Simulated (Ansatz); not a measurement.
```xyz
11
Lattice="4.2144 0.0000 0.0000 0.0000 4.2144 0.0000 0.0000 0.0000 29.9002" Properties=species:S:1:pos:R:3 pbc="T T T"
P     0.0000    2.1072    7.4999
In    2.1072    2.1072    8.9901
P     2.1072    0.0000   10.4800
In    0.0000    0.0000   11.9699
P     0.0000    2.1072   13.4602
In    2.1072    2.1072   14.9501
P     2.1072    0.0000   16.4400
In    0.0000    0.0000   17.9302
P     0.0000    2.1072   19.4202
In    2.1072    2.1072   20.9101
P     2.1072    0.0000   22.4003
```

Changed on purpose from its base cell (repeats removed: -1); not relaxed (largest force 0.3 eV/Å); computed without spin polarisation.

Method: Ansatz, DFT PBE, scalar-relativistic, plane waves, PAW.

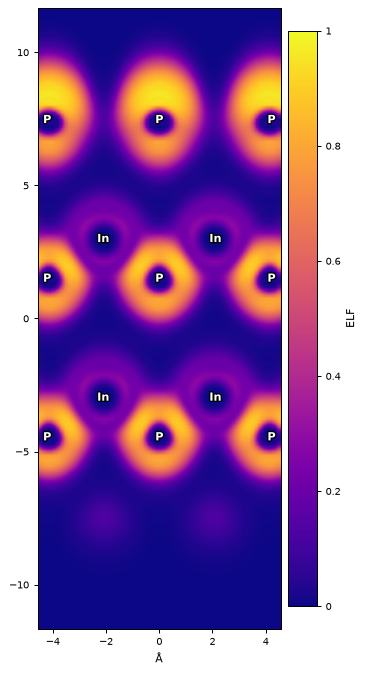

In5P6 (slab). ELF on the (010) plane of the calculation cell, a cut from vacuum to vacuum.

Core electrons are frozen (PAW), and the valence fields are smoothed inside the atomic spheres.

What does the map show?

Answer. The section cuts through P and In sites.
In–P (2.58 Å): the ELF peaks at about 0.90 in the valence shell of P, 0.9 Å from its nucleus, and is about 0.55 at the midpoint.
The ELF also peaks beside P, away from the bonds: lone-pair regions.
